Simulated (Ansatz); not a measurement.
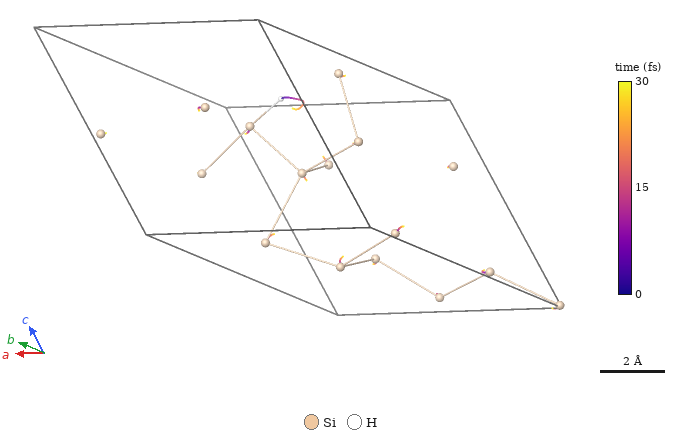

Molecular dynamics of Si with an interstitial H (17 atoms in the cell), 30 fs long. It starts from the last geometry of an earlier run, with fresh velocities. Lines trace each atom's path, coloured by time; spheres stand at the starting positions. Seen from a free direction in the reduced simulation cell.

Computed with DFT PBE-D3(BJ), scalar-relativistic, plane waves, PAW in Ansatz. Settings: plane-wave cutoff 420 eV; k-point mesh 2 × 2 × 2; Fermi-Dirac smearing 0.02 eV; spin collinear; constant energy (NVE); velocities drawn for 2100 K; time step 0.5 fs.

What do the traces tell about the motion?

Answer. Root-mean-square distances from the starting positions over the second half, with the common drift of all atoms taken out: H 1.87 Å, Si 0.26 Å. The run lasts only 30 fs, too short to tell vibration from diffusion. Bond changes: one H–Si bond forms at about 11 fs. The total energy stays between −0.023 and 0.049 meV per atom of its start. A straight-line fit has a slope that amounts to +0.029 meV per atom over 30 fs (under 0.1 % of the mean kinetic energy), and the ripple about it is under 0.1 % of the kinetic energy's fluctuation. With a drift under 2 % and a ripple under 7 %, the integration is accurate.

Limits of the set-up: the k-point mesh is coarse for a cell with partly filled bands; the periodic images lie only 7.7 Å apart, so the values are limited by the cell's size.

The run took about 11 core-minutes on a shared host.
